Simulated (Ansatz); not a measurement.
## Geometry relaxation of LaO6

- system: LaO6 (7 atoms in the cell)
- method: DFT PBE, scalar-relativistic, plane waves, PAW, no spin polarisation (Ansatz 0.2.0)

The structure was made by a generator, so it may or may not be a known phase.

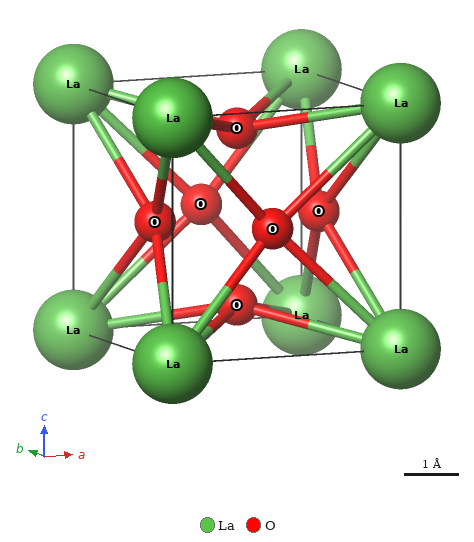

Fig. 1: The structure as given in the input (ball-and-stick view of the cell of the calculation, seen slightly off an axis).

The input
```yaml
crystal:
  lattice:
    - [4.6810083876, 0.0, 0.0]
    - [0.0, 4.6810083876, 0.0]
    - [0.0, 0.0, 4.6810083876]
  atoms:
    - { symbol: La, position: [0.0, 0.0, 0.0] }
    - { symbol: O, position: [0.8591982914, 0.5, 0.5] }
    - { symbol: O, position: [0.1408017086, 0.5, 0.5] }
    - { symbol: O, position: [0.5, 0.5, 0.8591982914] }
    - { symbol: O, position: [0.5, 0.5, 0.1408017086] }
    - { symbol: O, position: [0.5, 0.1408017086, 0.5] }
    - { symbol: O, position: [0.5, 0.8591982914, 0.5] }
basis:
  ecutwfc: 420
kpoints:
  mp_grid: { grid: [8, 8, 8] }
hamiltonian:
  xc: pbe
scf:
  occupations: { method: gaussian, width: 0.1 }
output:
  forces: true
  stress: true
  eigenvalues: true
relax:
  adjacent_minimum: "off"
  f_tol: 0.01
  max_steps: 80
  cell: { stress_tol: 0.05 }
```

Hardware: 1 thread of Arm Neoverse V1, 24 GiB of memory available, shared host.

Command:
```bash
ansatz run input.yaml --threads 1 --pin off --max-ram 2048MiB --backend cpu --events-out ev --progress --plain --runs-dir out
```

The program's output
```
Engine: ansatz 0.2.0, aarch64-unknown-linux-gnu
Pseudopotentials: kind: paw
Pseudopotential: La, paw, valence charge 11, recommended cutoff 420 eV (normal), La.paw.azcp
Pseudopotential: O, paw, valence charge 6, recommended cutoff 420 eV (normal), O.paw.azcp
Functional definition: PBE
  parameter kappa = 0.804
  parameter beta = 0.06672455060314922
  exchange = pbe_x(kappa = kappa, mu = beta*pi^2/3)
  correlation = pbe_c(beta = beta)
Crystal: 7 atoms, lattice volume = 102.570 Å³
Basis set: ecut = 420 eV, 2007 PW (Γ), exchange–correlation on 64×64×64 points (8 copies of the dense FFT grid, shifted against one another)
Bands: 31, of which v1, the nominal top of the filled ones, is band 24 counted from 1 (23 counted from 0)
Symmetry: 48 space group operations
Space group: Pm-3m (ITA 221), of the structure as read, at distance tolerance 4.7e-5 Å
k-points: 35 of 512
Non-local potential: La, projectors of the file, l = 0: 3, l = 1: 2, l = 2: 2, l = 3: 3
Non-local potential: O, projectors of the file, l = 0: 2, l = 1: 2, l = 2: 1
PAW form: soft (Blöchl's): semilocal exchange-correlation on the pseudo side does not see the compensation charge
PAW one-centre angular grid: La, 590 points (default); XC on 64 Gauss nodes
PAW one-centre angular grid: O, 110 points (default); XC on 64 Gauss nodes
Initial density: superposition of atomic densities (neutral atoms: chi_scale 0, normalization atom), corrected by the library's trained network
Initial wavefunctions: pseudopotential atomic-orbital guess
Functional: x = pbe(κ = 0.804, μ = 0.2195149727645171), c = pbe(β = 0.06672455060314922)
SCF iter   1: F=—  HF=-9640.780427 eV  |F-HF|=—  |Δ(HF+E_count)|=         —  Δρ=1.89e-1  dr2=5.66e1  ethr=1.77e-3  ⟨swp⟩=4.4  Hψ=3950  notcnv=0
preconditioner: auto → Kerker (q_TF=auto, 2.396 Å⁻¹)  [metal: Δε(μ)=0.006 eV  Ē_g=10.412 eV  σ=0.100 eV  W_gap=0.03  n_scr=26 (ndim 8)  ℏωp=24.6 eV  f_vac=0.003  D(μ)=39.51/eV (n_scr^D=1020)]
SCF iter   2: F=—  HF=-9640.161812 eV  |F-HF|=—  |Δ(HF+E_count)|=   6.19e-1  Δρ=8.14e-2  dr2=1.07e1  ethr=1.77e-3  ⟨swp⟩=6.1  Hψ=6431  notcnv=0
automatic band count: the SCF goes on with 38 bands, as 31 were too few: the levels above may hold too much charge
SCF iter   3: F=—  HF=-9640.001822 eV  |F-HF|=—  |Δ(HF+E_count)|=   1.60e-1  Δρ=2.57e-2  dr2=1.03e0  ethr=1.77e-3  ⟨swp⟩=1.9  Hψ=1705  notcnv=0
SCF iter   4: F=—  HF=-9639.977956 eV  |F-HF|=—  |Δ(HF+E_count)|=   2.39e-2  Δρ=8.76e-3  dr2=1.21e-1  ethr=1.77e-3  ⟨swp⟩=1.0  Hψ=1276  notcnv=0
SCF iter   5: F=—  HF=-9639.976145 eV  |F-HF|=—  |Δ(HF+E_count)|=   1.81e-3  Δρ=3.04e-3  dr2=1.23e-2  ethr=2.58e-4  ⟨swp⟩=2.0  Hψ=1352  notcnv=0  defer=51
SCF iter   6: F=—  HF=-9639.976294 eV  |F-HF|=—  |Δ(HF+E_count)|=   1.49e-4  Δρ=1.27e-3  dr2=2.06e-3  ethr=2.62e-5  ⟨swp⟩=2.0  Hψ=2270  notcnv=0  defer=50
SCF iter   7: F=—  HF=-9639.976351 eV  |F-HF|=—  |Δ(HF+E_count)|=   5.72e-5  Δρ=1.09e-4  dr2=9.44e-6  ethr=4.38e-6  ⟨swp⟩=1.6  Hψ=1326  notcnv=0  defer=50
SCF iter   8: F=—  HF=-9639.976078 eV  |F-HF|=—  |Δ(HF+E_count)|=   2.73e-4  Δρ=8.02e-5  dr2=1.12e-5  ethr=2.01e-8  ⟨swp⟩=2.0  Hψ=2188  notcnv=0  defer=50
SCF iter   9: F=—  HF=-9639.976078 eV  |F-HF|=—  |Δ(HF+E_count)|=   3.86e-8  Δρ=4.49e-5  dr2=3.50e-6  ethr=2.01e-8  ⟨swp⟩=1.1  Hψ=1279  notcnv=0  defer=50
SCF iter  10: F=—  HF=-9639.976078 eV  |F-HF|=—  |Δ(HF+E_count)|=  4.80e-10  Δρ=3.33e-5  dr2=1.78e-6  ethr=7.45e-9  ⟨swp⟩=1.1  Hψ=1279  notcnv=0  defer=50
SCF iter  11: F=-9639.976078 eV  HF=-9639.976078 eV  |F-HF|=4.32e-8  |Δ(HF+E_count)|=   7.22e-8  Δρ=5.78e-6  dr2=4.77e-8  ethr=2.13e-10  ⟨swp⟩=7.5  Hψ=4919  notcnv=0
SCF 1 converged in 11 iterations: F = -9639.976078 eV  dr2 = 4.77e-8
  greatest PAW one-centre occupation: 0.966 electrons in one spin orbital (limit 2), on the La atom at site 0 (counted from 0), in its partial waves of l = 0
relax step   1: F+E_penalty+E_count = -9639.97607778 eV  Δ(F+E_penalty+E_count) = +0.000e0 eV  max|allowed force component| = 3.502e-2 eV/Å  Δτ_max = 0.0000 Å  P = +0.413 GPa  Ω = 102.570 Å³  (11 SCF iters, dr2 threshold 1.00e-7 eV, accepted)
Crystal: 7 atoms, lattice volume = 103.556 Å³
Bands: 38, of which v1, the nominal top of the filled ones, is band 24 counted from 1 (23 counted from 0)
Initial density: handed on by an earlier stage of this run
Initial wavefunctions: those handed on with the density
iter 1 solved again at ethr=4.61e-5 eV; its pass at ethr=3.10e-3 eV (dr2=2.17e-2 eV) is discarded
SCF iter   1: F=—  HF=-9639.974019 eV  |F-HF|=—  |Δ(HF+E_count)|=         —  Δρ=3.30e-3  dr2=2.16e-2  ethr=4.61e-5  ⟨swp⟩=2.0  Hψ=5780  notcnv=0
preconditioner: auto → LDOS  [metal: Δε(μ)=0.002 eV  Ē_g=11.330 eV  σ=0.100 eV  W_gap=0.01  n_scr=26 (ndim 8)  ℏωp=24.5 eV  f_vac=0.046  D(μ)=6.53/eV (n_scr^D=80)  β→1.0]
SCF iter   2: F=—  HF=-9639.973159 eV  |F-HF|=—  |Δ(HF+E_count)|=   8.59e-4  Δρ=2.37e-3  dr2=9.18e-3  ethr=4.59e-5  ⟨swp⟩=1.0  Hψ=1330  notcnv=0
SCF iter   3: F=—  HF=-9639.973057 eV  |F-HF|=—  |Δ(HF+E_count)|=   1.02e-4  Δρ=3.85e-4  dr2=1.80e-4  ethr=1.95e-5  ⟨swp⟩=1.0  Hψ=1330  notcnv=0
SCF iter   4: F=—  HF=-9639.972762 eV  |F-HF|=—  |Δ(HF+E_count)|=   2.95e-4  Δρ=6.21e-5  dr2=5.22e-6  ethr=3.83e-7  ⟨swp⟩=2.0  Hψ=1438  notcnv=0
SCF iter   5: F=—  HF=-9639.972764 eV  |F-HF|=—  |Δ(HF+E_count)|=   2.06e-6  Δρ=4.73e-5  dr2=3.52e-6  ethr=9.09e-10  ⟨swp⟩=6.1  Hψ=5337  notcnv=0
SCF iter   6: F=—  HF=-9639.972764 eV  |F-HF|=—  |Δ(HF+E_count)|=   7.23e-8  Δρ=2.89e-5  dr2=1.52e-6  ethr=7.49e-9  ⟨swp⟩=1.1  Hψ=1333  notcnv=0
SCF iter   7: F=-9639.972764 eV  HF=-9639.972764 eV  |F-HF|=9.07e-8  |Δ(HF+E_count)|=   1.54e-8  Δρ=7.67e-6  dr2=1.05e-7  ethr=9.09e-10  ⟨swp⟩=2.4  Hψ=3656  notcnv=0
SCF 2 converged in 7 iterations: F = -9639.972764 eV  dr2 = 1.05e-7
relax step   2: F+E_penalty+E_count = -9639.97276429 eV  Δ(F+E_penalty+E_count) = +3.313e-3 eV  max|allowed force component| = 1.005e-2 eV/Å  Δτ_max = 0.0020 Å  P = -0.136 GPa  Ω = 103.556 Å³  energy of the carried Pulay correction = -4.431e-3 eV  (7 SCF iters, dr2 threshold 4.27e-7 eV, accepted)
Crystal: 7 atoms, lattice volume = 103.361 Å³
iter 1 solved again at ethr=2.19e-6 eV; its pass at ethr=3.10e-3 eV (dr2=1.03e-3 eV) is discarded
SCF iter   1: F=—  HF=-9639.974034 eV  |F-HF|=—  |Δ(HF+E_count)|=         —  Δρ=7.13e-4  dr2=1.04e-3  ethr=2.19e-6  ⟨swp⟩=2.0  Hψ=5316  notcnv=0
preconditioner: auto → LDOS  [metal: Δε(μ)=0.022 eV  Ē_g=11.332 eV  σ=0.100 eV  W_gap=0.12  n_scr=26 (ndim 8)  ℏωp=24.5 eV  f_vac=0.046  D(μ)=6.95/eV (n_scr^D=80)  β→1.0]
SCF iter   2: F=—  HF=-9639.973989 eV  |F-HF|=—  |Δ(HF+E_count)|=   4.44e-5  Δρ=3.00e-4  dr2=1.36e-4  ethr=2.19e-6  ⟨swp⟩=1.0  Hψ=1330  notcnv=0
SCF iter   3: F=—  HF=-9639.973993 eV  |F-HF|=—  |Δ(HF+E_count)|=   3.71e-6  Δρ=4.19e-5  dr2=1.64e-6  ethr=2.89e-7  ⟨swp⟩=1.0  Hψ=1330  notcnv=0
SCF iter   4: F=—  HF=-9639.973710 eV  |F-HF|=—  |Δ(HF+E_count)|=   2.83e-4  Δρ=8.47e-6  dr2=4.74e-8  ethr=3.49e-9  ⟨swp⟩=2.2  Hψ=2113  notcnv=0
SCF iter   5: F=-9639.973710 eV  HF=-9639.973710 eV  |F-HF|=1.72e-8  |Δ(HF+E_count)|=   5.39e-8  Δρ=4.01e-6  dr2=2.94e-8  ethr=9.77e-11  ⟨swp⟩=4.1  Hψ=3851  notcnv=0
SCF 3 converged in 5 iterations: F = -9639.973710 eV  dr2 = 2.94e-8
relax step   3: F+E_penalty+E_count = -9639.97370962 eV  Δ(F+E_penalty+E_count) = -9.453e-4 eV  max|allowed force component| = 9.374e-3 eV/Å  Δτ_max = 0.0003 Å  P = -0.020 GPa  Ω = 103.361 Å³  energy of the carried Pulay correction = -3.561e-3 eV  (5 SCF iters, dr2 threshold 4.59e-8 eV, accepted)
Initial wavefunctions: pseudopotential atomic-orbital guess (no wavefunctions were taken with the density)
iter 1 solved again at ethr=2.06e-7 eV; its pass at ethr=3.10e-3 eV (dr2=9.66e-5 eV) is discarded
SCF iter   1: F=—  HF=-9639.977175 eV  |F-HF|=—  |Δ(HF+E_count)|=         —  Δρ=1.37e-4  dr2=3.82e-6  ethr=2.06e-7  ⟨swp⟩=3.0  Hψ=8020  notcnv=0
preconditioner: auto → LDOS  [metal: Δε(μ)=0.022 eV  Ē_g=11.336 eV  σ=0.100 eV  W_gap=0.12  n_scr=26 (ndim 8)  ℏωp=24.5 eV  f_vac=0.046  D(μ)=6.87/eV (n_scr^D=80)  β→1.0]
SCF iter   2: F=—  HF=-9639.977301 eV  |F-HF|=—  |Δ(HF+E_count)|=   1.26e-4  Δρ=6.55e-5  dr2=6.93e-6  ethr=8.14e-9  ⟨swp⟩=2.0  Hψ=1947  notcnv=0
SCF iter   3: F=—  HF=-9639.977300 eV  |F-HF|=—  |Δ(HF+E_count)|=   3.15e-7  Δρ=1.15e-5  dr2=1.94e-7  ethr=8.14e-9  ⟨swp⟩=1.0  Hψ=1330  notcnv=0
SCF iter   4: F=—  HF=-9639.977300 eV  |F-HF|=—  |Δ(HF+E_count)|=   4.43e-9  Δρ=4.23e-6  dr2=2.24e-8  ethr=4.13e-10  ⟨swp⟩=1.8  Hψ=1693  notcnv=0
SCF iter   5: F=—  HF=-9639.977300 eV  |F-HF|=—  |Δ(HF+E_count)|=   1.13e-9  Δρ=5.59e-7  dr2=2.73e-10  ethr=4.78e-11  ⟨swp⟩=1.4  Hψ=1357  notcnv=0
SCF iter   6: F=-9639.977300 eV  HF=-9639.977300 eV  |F-HF|=2.00e-11  |Δ(HF+E_count)|=  6.15e-10  Δρ=1.53e-7  dr2=4.07e-11  ethr=1.00e-12  ⟨swp⟩=4.3  Hψ=3994  notcnv=0
SCF 4 converged in 6 iterations: F = -9639.977300 eV  dr2 = 4.07e-11
relax step   4: F+E_penalty+E_count = -9639.97730023 eV  Δ(F+E_penalty+E_count) = -3.591e-3 eV  max|allowed force component| = 9.762e-3 eV/Å  Δτ_max = 0.0000 Å  P = +0.039 GPa  Ω = 103.361 Å³  stress off target by 3.95e-2 GPa  SCF on the basis re-selected at this cell (its energy is not comparable with the rows above)  (6 SCF iters)
```

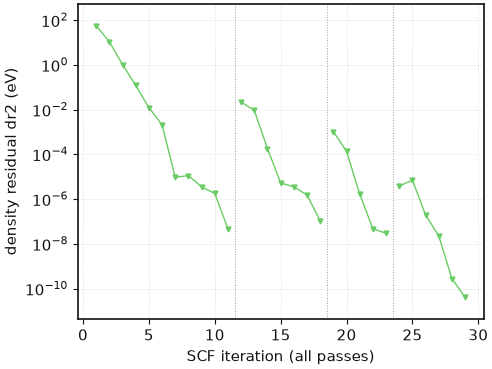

Fig. 2: Convergence of the self-consistent field: density residual dr2 against the SCF iteration. The dotted lines part the SCF passes of the relaxation: geometry steps, rejected trials and re-solves on a re-selected basis. The passes take 11, 7, 5 and 6 iterations.

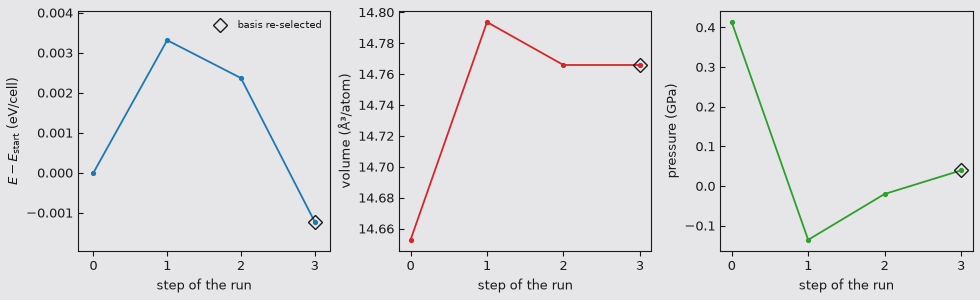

Fig. 3: Progress of the relaxation, step by step (the first geometry is step 0 here and step 1 in the log). No atom moves by more than 0.005 Å relative to the cell. Cell: a = b = c 4.681 → 4.693 Å (+0.3 %). Volume +0.8 %. Among the contacts that change: La1–O2 3.375 → 3.383 Å. The space group stays Pm-3m (No. 221). The energy rises by 2.4 meV per cell of the calculation in 2 geometry steps. The largest force component goes from 0.035 to 0.0098 eV/Å. The pressure goes from 0.41 to 0.04 GPa. A last SCF at the same geometry on a re-selected plane-wave basis shifts the energy by −3.6 meV per cell of the calculation. (Atoms are counted from 1 in the order of the input.)

```
basis re-selected at this cell: Δ(F+E_penalty+E_count) = -3.591e-3 eV, ΔP = +0.059 GPa vs the last step (what re-selecting the basis moved, of the pressure what is left beyond the Pulay correction that the steps carried, after the strain that the cell walked since its last selection, with what the two solves' SCF thresholds leave and, on support functions, any second-order correction that the steps lacked; it is no measure of the basis error at this ecutwfc). This SCF's stress stands 3.95e-2 GPa from its target on what of the cell is left free (relax.cell.stress_tol is 5.00e-2 GPa) and its largest allowed force component is 9.76e-3 eV/Å (relax.f_tol is 1.00e-2 eV/Å): within both
SCF converged after 6 iterations
Free energy (F): -9639.977300 eV
Harris-Foulkes:  -9639.977300 eV  (|F-HF|=2.00e-11)
Internal energy: -9639.942938 eV  (E = F + TS)
E sigma→0 (E₀):  -9639.960119 eV
Entropy (-TS):   -0.034362 eV (-4.909 meV/atom)
Fermi energy:    7.279590 eV
--- Per-component energies (eV) ---
  E_band       = -198.026673
  E_kinetic    = 1216.543696
  E_local      = -2919.433456  (includes V_loc(G=0)·N_el)
  E_nonlocal   = 396.369179
  E_hartree    = 1041.362563
  E_xc         = -570.270441
  E_vxc        = -696.590395  (∫ρ·V_xc dr)
  E_paw        = -6364.787442  (= ΣΔE_a)
  E_vpaw       = -277.654620  (= ΣTr[D̂ρ^β])
  E_aug_tail   = 0.013508  (compensation charges beyond the density's cutoff)
  E_ewald      = -2439.740545
  E_smearing   = -0.034362  (= −TS)
  E_closure    = 0.000000  (closes the sum)
  Σ components = -9639.977300   (vs F -9639.977300, Δ=0.00e0)
--- Forces (eV/Å), atoms counted from 1 ---
  atom   1  La     0.00000000    -0.00000000     0.00000000
  atom   2  O      0.00976155     0.00000000     0.00000000
  atom   3  O     -0.00976155    -0.00000000     0.00000000
  atom   4  O     -0.00000000     0.00000000     0.00976155
  atom   5  O      0.00000000    -0.00000000    -0.00976155
  atom   6  O     -0.00000000    -0.00976155     0.00000000
  atom   7  O      0.00000000     0.00976155    -0.00000000
  max |Σ_I F_I| component: 8.67e-18 eV/Å
--- Stress (GPa, compression-positive) ---
        0.039464      -0.000000       0.000000
       -0.000000       0.039464      -0.000000
        0.000000      -0.000000       0.039464
  P = ⅓ Tr σ = 0.0395 GPa (0.395 kbar)
--- Band table (eV; the first three rows and the last of 35) ---
  k-point 0: bands = ["-27.6899", "-17.5177", "-16.9557", "-16.9557", "-11.3046", "-11.3046", "-11.3046", "-7.3319", "-7.3319", "-7.3319", "-2.0153", "0.9209", "0.9209", "0.9209", "1.2823", "1.2823", "1.2823", "2.0180", "2.0180", "5.0906", "5.0906", "5.0906", "7.1666", "7.1666", "7.5495", "7.5863", "7.5863", "7.5863", "7.6122", "7.6122", "7.6122", "7.8330", "8.1970", "8.1970", "8.1970", "8.9564", "8.9564", "8.9564"]
  k-point 1: bands = ["-27.6894", "-17.5016", "-16.9758", "-16.9554", "-11.3065", "-11.3026", "-11.3026", "-7.3535", "-7.3309", "-7.3309", "-1.8990", "0.7817", "0.9050", "0.9050", "1.2262", "1.2262", "1.2504", "2.0149", "2.0199", "5.1030", "5.2403", "5.2403", "7.2453", "7.2570", "7.5589", "7.5842", "7.5842", "7.6078", "7.6095", "7.6095", "7.6185", "8.0433", "8.0974", "8.0974", "8.1968", "8.9123", "8.9916", "8.9916"]
  k-point 2: bands = ["-27.6881", "-17.4568", "-17.0303", "-16.9546", "-11.3112", "-11.2977", "-11.2977", "-7.4039", "-7.3288", "-7.3288", "-1.5768", "0.4286", "0.8654", "0.8654", "1.1019", "1.1019", "1.1763", "1.9845", "2.0244", "5.1337", "5.6371", "5.6371", "7.4002", "7.4175", "7.5612", "7.5612", "7.5844", "7.6036", "7.6036", "7.6538", "7.7133", "7.8306", "7.8306", "8.1971", "8.6946", "8.8031", "9.0771", "9.0771"]
  k-point 34: bands = ["-27.6799", "-17.1372", "-17.1372", "-17.1372", "-11.3609", "-11.3609", "-11.3609", "-9.0473", "-6.3188", "-6.3188", "-0.0526", "-0.0526", "-0.0526", "0.2852", "0.2852", "0.2852", "2.1022", "2.1022", "2.1022", "6.2821", "6.2821", "6.2821", "7.1077", "7.1077", "7.1077", "7.5073", "7.5073", "7.5073", "7.5472", "7.6231", "7.6231", "7.6231", "8.8081", "8.8081", "8.8081", "9.2198", "9.2198", "11.2673"]
--- Relaxed structure (3 steps of the walk, 3 accepted, 1 SCFs on fresh bases) ---
  F+E_penalty+E_count = -9639.97730023 eV   max|allowed force component| = 9.762e-3 eV/Å   (the final SCF, on the basis selected at the relaxed cell)
  cell:  # Å, volume = 103.3612 Å³
    - [4.693021905346332, -7.222237291452134e-35, 1.7654357823549663e-34]
    - [-7.222237291452134e-35, 4.693021905346332, 0.0]
    - [4.814824860968089e-35, 0.0, 4.693021905346332]
  atoms:
    - { symbol: La, position: [-1.654408749310091e-20, -3.308817498620106e-21, 4.963226247930328e-21] }
    - { symbol: O, position: [0.8595631389189756, 0.49999999999999994, 0.49999999999999994] }
    - { symbol: O, position: [0.14043686108102443, 0.49999999999999994, 0.49999999999999994] }
    - { symbol: O, position: [0.49999999999999994, 0.49999999999999994, 0.8595631389189756] }
    - { symbol: O, position: [0.49999999999999994, 0.49999999999999994, 0.14043686108102443] }
    - { symbol: O, position: [0.49999999999999994, 0.14043686108102443, 0.49999999999999994] }
    - { symbol: O, position: [0.49999999999999994, 0.8595631389189756, 0.49999999999999994] }
```

Trajectory as extended XYZ (Å, eV, eV/Å), 4 frames, from step=1 to step=4
```
7
Lattice="4.6810 0.0000 0.0000 0.0000 4.6810 0.0000 0.0000 0.0000 4.6810" Properties=species:S:1:pos:R:3:forces:R:3 step=1 energy=-9639.97608 pressure_GPa=0.41
La    0.0000    0.0000    0.0000    0.0000   0.0000   0.0000
O     4.0219    2.3405    2.3405    0.0350   0.0000   0.0000
O     0.6591    2.3405    2.3405   -0.0350   0.0000   0.0000
O     2.3405    2.3405    4.0219    0.0000   0.0000   0.0350
O     2.3405    2.3405    0.6591    0.0000   0.0000  -0.0350
O     2.3405    0.6591    2.3405    0.0000  -0.0350   0.0000
O     2.3405    4.0219    2.3405    0.0000   0.0350   0.0000
7
Lattice="4.6960 0.0000 0.0000 0.0000 4.6960 0.0000 0.0000 0.0000 4.6960" Properties=species:S:1:pos:R:3:forces:R:3 step=2 energy=-9639.97276 pressure_GPa=-0.14
La    0.0000    0.0000    0.0000    0.0000   0.0000   0.0000
O     4.0368    2.3480    2.3480    0.0100   0.0000   0.0000
O     0.6592    2.3480    2.3480   -0.0100   0.0000   0.0000
O     2.3480    2.3480    4.0368    0.0000   0.0000   0.0100
O     2.3480    2.3480    0.6592    0.0000   0.0000  -0.0100
O     2.3480    0.6592    2.3480    0.0000  -0.0100   0.0000
O     2.3480    4.0368    2.3480    0.0000   0.0100   0.0000
7
Lattice="4.6930 0.0000 0.0000 0.0000 4.6930 0.0000 0.0000 0.0000 4.6930" Properties=species:S:1:pos:R:3:forces:R:3 step=3 energy=-9639.97371 pressure_GPa=-0.02
La    0.0000    0.0000    0.0000    0.0000   0.0000   0.0000
O     4.0339    2.3465    2.3465    0.0094   0.0000   0.0000
O     0.6591    2.3465    2.3465   -0.0094   0.0000   0.0000
O     2.3465    2.3465    4.0339    0.0000   0.0000   0.0094
O     2.3465    2.3465    0.6591    0.0000   0.0000  -0.0094
O     2.3465    0.6591    2.3465    0.0000  -0.0094   0.0000
O     2.3465    4.0339    2.3465    0.0000   0.0094   0.0000
7
Lattice="4.6930 0.0000 0.0000 0.0000 4.6930 0.0000 0.0000 0.0000 4.6930" Properties=species:S:1:pos:R:3:forces:R:3 step=4 energy=-9639.97730 pressure_GPa=0.04
La    0.0000    0.0000    0.0000    0.0000   0.0000   0.0000
O     4.0339    2.3465    2.3465    0.0098   0.0000   0.0000
O     0.6591    2.3465    2.3465   -0.0098   0.0000   0.0000
O     2.3465    2.3465    4.0339    0.0000   0.0000   0.0098
O     2.3465    2.3465    0.6591    0.0000   0.0000  -0.0098
O     2.3465    0.6591    2.3465    0.0000  -0.0098   0.0000
O     2.3465    4.0339    2.3465    0.0000   0.0098   0.0000
```

Key numbers

```csv
quantity,value
outcome,converged
space group (tolerance 0.01 Å),Pm-3m (221)
electrons treated,47
free energy,−9639.9773 eV
Fermi energy,7.280 eV
gap on the k-point mesh,none (metallic)
pressure,0.04 GPa
final volume,103.36 Å³
largest force (length of the vector) at the end,0.010 eV/Å
final cell,"a = 4.693 Å, b = 4.693 Å, c = 4.693 Å, α = 90.00°, β = 90.00°, γ = 90.00°"
wall time,35 s
peak memory,0.42 GiB
```

Remarks

The cell holds an odd number of electrons but the run has no spin polarisation, so it comes out as a metal.
